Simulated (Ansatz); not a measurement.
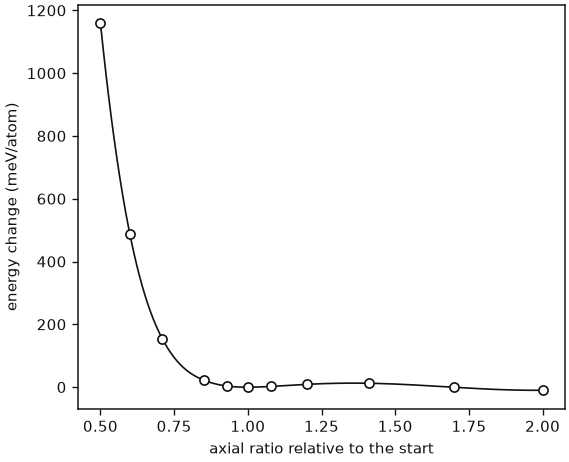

The picture above shows the energy change against relative axial ratio for CsH, space group Pm-3m (No. 221).

Starting cell:
```xyz
2
Lattice="3.8184 0.0000 0.0000 0.0000 3.8184 0.0000 0.0000 0.0000 3.8184" Properties=species:S:1:pos:R:3 pbc="T T T"
Cs    0.0000    0.0000    0.0000
H     1.9092    1.9092    1.9092
```

Method: deformation of a crystal at fixed volume, lengths along the axis scaled against those across it, fractional coordinates fixed, by plane-wave density functional theory with PAW datasets, free energies less that of the undisturbed cell; scalar-relativistic (Ansatz 0.2.0). Level: LDA, no spin polarisation.

| setting | value |
| --- | --- |
| wave cutoff | 420 eV |
| k mesh | 8×8×8 |
| occupations | Gaussian |
| smearing width | 0.05 eV |
| k shift | (0, 0, 0) (mesh steps) |
| start | as given |
| path | trigonal |
| axis direction | (0.5774, 0.5774, 0.5774) (Cartesian unit vector) |

Where is the energy change lowest, and are there other minima?

The lowest computed point is at relative axial ratio 2.00 (−10 meV/atom), at the edge of the range, so the minimum may lie beyond it; there is a further local minimum at 1.00 (0 meV/atom); the curve passes over a maximum at 1.41 (13 meV/atom).

Caveats: gap closes along the scan on a mesh chosen for the insulator; reference crystal is not relaxed.

The computed values:

| axial ratio relative to the start | energy change (meV/atom) |
| --- | --- |
| 0.50 | 1160 |
| 0.60 | 487 |
| 0.71 | 154 |
| 0.85 | 23 |
| 0.93 | 4 |
| 1.00 | 0 |
| 1.08 | 2 |
| 1.20 | 9 |
| 1.41 | 13 |
| 1.70 | 0 |
| 2.00 | −10 |
